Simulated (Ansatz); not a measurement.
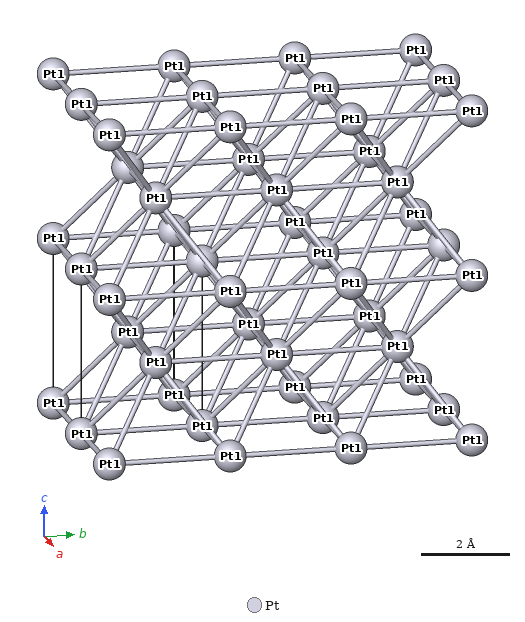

Figure 1. The structure as given in the input (ball-and-stick view of the cell 2 times as large as that of the calculation, set on its symmetry axes, repeated 2 × 3 × 2, seen slightly off an axis; atoms are numbered from 1 in the order of the input). An atom can appear more than once, as a periodic image. Near neighbours in the periodic cell (some may lie outside the picture): Pt has 12 Pt at 2.69 to 2.85 Å.

# What a change does: single-point calculation on Pt

System: Pt (1 atom in the cell).
Method of run A: DFT r2SCAN, scalar-relativistic, plane waves, PAW, no spin polarisation (Ansatz 0.2.0).

The structure derives from an entry of the Crystallography Open Database. Text and figures count atoms from 1; the logs count them from 0 in places.

**Input, run A**
```yaml
crystal:
  lattice:
    - [-0.058737, 1.9579, 1.9579]
    - [1.9579, -0.058737, 1.9579]
    - [1.899163, 1.899163, 0.0]
  atoms:
    - { symbol: Pt, position: [0.0, 0.0, 0.0] }
basis:
  ecutwfc: 500
kpoints:
  mp_grid: { grid: [20, 20, 20] }
hamiltonian:
  xc: r2scan
scf:
  occupations: { method: gaussian, width: 0.15 }
output:
  forces: true
  stress: true
  eigenvalues: true
```

Launched with:
```bash
ansatz run input.yaml --threads 1 --pin off --max-ram 2560MiB --backend cpu --events-out ev --progress --plain --runs-dir out
```

Hardware: 1 thread of Intel Xeon @ 2.50GHz (Skylake/Cascade Lake), 189 GiB of memory available, shared host.

**Output, shortened to warnings, some set-up lines, iterations and results (run A)**
```
Basis set: ecut = 500 eV, 367 PW (Γ), exchange–correlation on 96×96×80 points (64 copies of the dense FFT grid, shifted against one another)
Symmetry: 8 space group operations
k-points: 1166 of 8000
Initial density: superposition of atomic densities (neutral atoms: chi_scale 0, normalization atom), corrected by the library's trained network
[...]
SCF iter   1: F=—  HF=-12536.775003 eV  |F-HF|=—  |Δ(HF+E_count)|=         —  Δρ=1.42e-2  dr2=2.28e-2  dr2_τ=1.25e-2  ethr=1.77e-3  ⟨swp⟩=5.0  Hψ=82825  notcnv=0
SCF iter   2: F=—  HF=-12536.779286 eV  |F-HF|=—  |Δ(HF+E_count)|=   4.28e-3  Δρ=6.81e-3  dr2=4.50e-3  dr2_τ=6.72e-4  ethr=1.26e-4  ⟨swp⟩=1.1  Hψ=24766  notcnv=0
SCF iter   3: F=—  HF=-12536.779583 eV  |F-HF|=—  |Δ(HF+E_count)|=   2.97e-4  Δρ=1.16e-3  dr2=1.19e-4  dr2_τ=8.39e-6  ethr=2.50e-5  ⟨swp⟩=2.1  Hψ=19987  notcnv=0
SCF iter   4: F=—  HF=-12536.779635 eV  |F-HF|=—  |Δ(HF+E_count)|=   5.24e-5  Δρ=2.21e-4  dr2=5.84e-6  dr2_τ=7.27e-7  ethr=6.63e-7  ⟨swp⟩=2.0  Hψ=20754  notcnv=0
SCF iter   5: F=—  HF=-12536.779635 eV  |F-HF|=—  |Δ(HF+E_count)|=   4.42e-7  Δρ=4.99e-5  dr2=2.15e-7  dr2_τ=2.94e-8  ethr=3.24e-8  ⟨swp⟩=2.8  Hψ=25831  notcnv=0
SCF iter   6: F=-12536.779635 eV  HF=-12536.779635 eV  |F-HF|=2.06e-8  |Δ(HF+E_count)|=   7.68e-8  Δρ=1.98e-5  dr2=2.65e-8  dr2_τ=2.71e-9  ethr=5.56e-10  ⟨swp⟩=5.0  Hψ=65910  …
SCF 1 converged in 6 iterations: F = -12536.779635 eV  dr2 = 2.65e-8
SCF converged after 6 iterations
Free energy (F): -12536.779635 eV
Harris-Foulkes:  -12536.779635 eV  (|F-HF|=2.06e-8)
Internal energy: -12536.762837 eV  (E = F + TS)
E sigma→0 (E₀):  -12536.771236 eV
Entropy (-TS):   -0.016798 eV (-16.798 meV/atom)
Fermi energy:    23.303422 eV
--- Per-component energies (eV) ---
  E_band       = -144.512985
  E_kinetic    = 638.800323
  E_local      = -1460.482048  (includes V_loc(G=0)·N_el)
  E_nonlocal   = 202.041121
  E_hartree    = 544.737382
  E_xc         = -250.546519
  E_vxc        = -338.150974  (∫ρ·V_xc dr)
  E_paw        = -9479.962269  (= ΣΔE_a)
  E_vpaw       = -297.788664  (= ΣTr[D̂ρ^β])
  E_aug_tail   = 0.000158  (compensation charges beyond the density's cutoff)
  E_vtau       = 21.587604  (kinetic-family band-sum trace: ∫τ·v_τ [+ j·A + Jᵃ·Aᵃ] dr)
  E_ewald      = -2731.119490
  E_core_change = -0.231494  (= ΣΔE_core)
  E_smearing   = -0.016798  (= −TS)
  E_closure    = 0.000000  (closes the sum)
  Σ components = -12536.779635   (vs F -12536.779635, Δ=0.00e0)
--- Forces (eV/Å), atoms counted from 1 ---
  atom   1  Pt     0.00000000     0.00000000     0.00000000
  max |Σ_I F_I| component: 9.86e-32 eV/Å
--- Stress (GPa, compression-positive) ---
        7.691960       4.909217       0.000000
        4.909217       7.691960       0.000000
       -0.000000       0.000000       4.102961
  P = ⅓ Tr σ = 6.4956 GPa (64.956 kbar)
```

For run B the input was changed thus:
```diff
-    - [-0.058737, 1.9579, 1.9579]
-    - [1.9579, -0.058737, 1.9579]
-    - [1.899163, 1.899163, 0.0]
+    - [0.022026375, 1.9579, 1.9579]
+    - [1.9579, 0.022026375, 1.9579]
+    - [1.979926375, 1.979926375, 0.0]
```

Predict how the results change.

With the same functional and potentials, run B lies 11.8 meV per atom lower. The pressure goes from 6.50 to 5.54 GPa. The number of SCF iterations is the same.

**Output, shortened to warnings, some set-up lines, iterations and results (run B)**
```
Basis set: ecut = 500 eV, 367 PW (Γ), exchange–correlation on 96×96×96 points (64 copies of the dense FFT grid, shifted against one another)
Symmetry: 8 space group operations
k-points: 1166 of 8000
Initial density: superposition of atomic densities (neutral atoms: chi_scale 0, normalization atom), corrected by the library's trained network
[...]
SCF iter   1: F=—  HF=-12536.786687 eV  |F-HF|=—  |Δ(HF+E_count)|=         —  Δρ=1.39e-2  dr2=2.20e-2  dr2_τ=1.20e-2  ethr=1.77e-3  ⟨swp⟩=5.0  Hψ=82714  notcnv=0
SCF iter   2: F=—  HF=-12536.791096 eV  |F-HF|=—  |Δ(HF+E_count)|=   4.41e-3  Δρ=6.65e-3  dr2=4.31e-3  dr2_τ=6.54e-4  ethr=1.22e-4  ⟨swp⟩=1.1  Hψ=24762  notcnv=0
SCF iter   3: F=—  HF=-12536.791417 eV  |F-HF|=—  |Δ(HF+E_count)|=   3.21e-4  Δρ=1.15e-3  dr2=1.18e-4  dr2_τ=8.01e-6  ethr=2.39e-5  ⟨swp⟩=2.1  Hψ=19963  notcnv=0
SCF iter   4: F=—  HF=-12536.791470 eV  |F-HF|=—  |Δ(HF+E_count)|=   5.20e-5  Δρ=2.09e-4  dr2=5.22e-6  dr2_τ=6.01e-7  ethr=6.54e-7  ⟨swp⟩=2.0  Hψ=20713  notcnv=0
SCF iter   5: F=—  HF=-12536.791470 eV  |F-HF|=—  |Δ(HF+E_count)|=   2.86e-7  Δρ=4.07e-5  dr2=1.24e-7  dr2_τ=1.67e-8  ethr=2.90e-8  ⟨swp⟩=2.7  Hψ=25556  notcnv=0
SCF iter   6: F=-12536.791470 eV  HF=-12536.791470 eV  |F-HF|=1.96e-8  |Δ(HF+E_count)|=   8.25e-8  Δρ=2.01e-5  dr2=2.78e-8  dr2_τ=2.76e-9  ethr=5.56e-10  ⟨swp⟩=4.7  Hψ=59010  …
SCF 1 converged in 6 iterations: F = -12536.791470 eV  dr2 = 2.78e-8
SCF converged after 6 iterations
Free energy (F): -12536.791470 eV
Harris-Foulkes:  -12536.791470 eV  (|F-HF|=1.96e-8)
Internal energy: -12536.773534 eV  (E = F + TS)
E sigma→0 (E₀):  -12536.782502 eV
Entropy (-TS):   -0.017936 eV (-17.936 meV/atom)
Fermi energy:    23.286333 eV
--- Per-component energies (eV) ---
  E_band       = -144.802898
  E_kinetic    = 638.664473
  E_local      = -1459.761253  (includes V_loc(G=0)·N_el)
  E_nonlocal   = 202.037744
  E_hartree    = 544.253526
  E_xc         = -250.501905
  E_vxc        = -338.089750  (∫ρ·V_xc dr)
  E_paw        = -9479.942588  (= ΣΔE_a)
  E_vpaw       = -297.752132  (= ΣTr[D̂ρ^β])
  E_aug_tail   = 0.000149  (compensation charges beyond the density's cutoff)
  E_vtau       = 21.585844  (kinetic-family band-sum trace: ∫τ·v_τ [+ j·A + Jᵃ·Aᵃ] dr)
  E_ewald      = -2731.292185
  E_core_change = -0.231494  (= ΣΔE_core)
  E_smearing   = -0.017936  (= −TS)
  E_closure    = 0.000000  (closes the sum)
  Σ components = -12536.791470   (vs F -12536.791470, Δ=0.00e0)
--- Forces (eV/Å), atoms counted from 1 ---
  atom   1  Pt    -0.00000000     0.00000000    -0.00000000
  max |Σ_I F_I| component: 6.16e-33 eV/Å
--- Stress (GPa, compression-positive) ---
        5.713319      -1.677719      -0.000000
       -1.677719       5.713319      -0.000000
       -0.000000      -0.000000       5.185862
  P = ⅓ Tr σ = 5.5375 GPa (55.375 kbar)
```

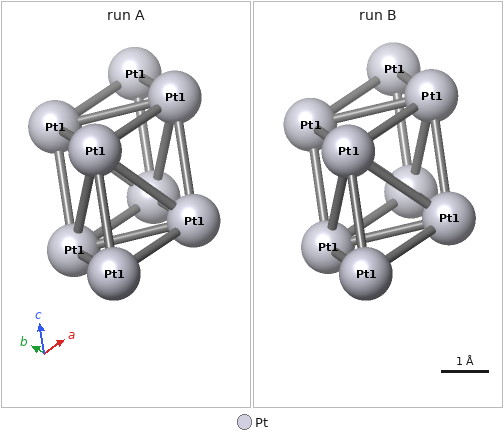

Figure 2. The two input geometries at one scale (ball-and-stick view of the reduced cell, seen slightly off an axis). No atom moves by more than 0.005 Å relative to the cell. Cell: a 2.686 → 2.800 Å (+4.3 %), b = c 2.770 → 2.769 Å (0.0 %), α 62.0° → 59.3°, β 61.0° → 59.6°, γ 61.0° → 59.6°. Volume +0.1 %. Among the contacts that change: Pt1–Pt1 2.686 → 2.800 Å.

**The two runs side by side**

| quantity | run A | run B |
| --- | --- | --- |
| outcome | converged | converged |
| free energy per atom (eV) | −12536.7796 | −12536.7915 |
| energy per atom, smearing taken to zero (eV) | −12536.7712 | −12536.7825 |
| gap on the mesh (eV) | 0.00 | 0.00 |
| pressure (GPa) | 6.50 | 5.54 |
| volume per atom (Å³) | 15.00 | 15.01 |
| largest force (eV/Å) | 0.000 | 0.000 |
| SCF iterations | 6 | 6 |
| irreducible k-points | 1166 | 1166 |
| plane waves at Γ | 367 | 367 |
| wall time (shared host) | 49 s | 56 s |

For both runs: Spin–orbit coupling is left out, which matters for Pt. For run A: The cell is under a pressure of 6.5 GPa at this level, so it is not at its equilibrium volume. For run B: The cell is under a pressure of 5.5 GPa at this level, so it is not at its equilibrium volume.
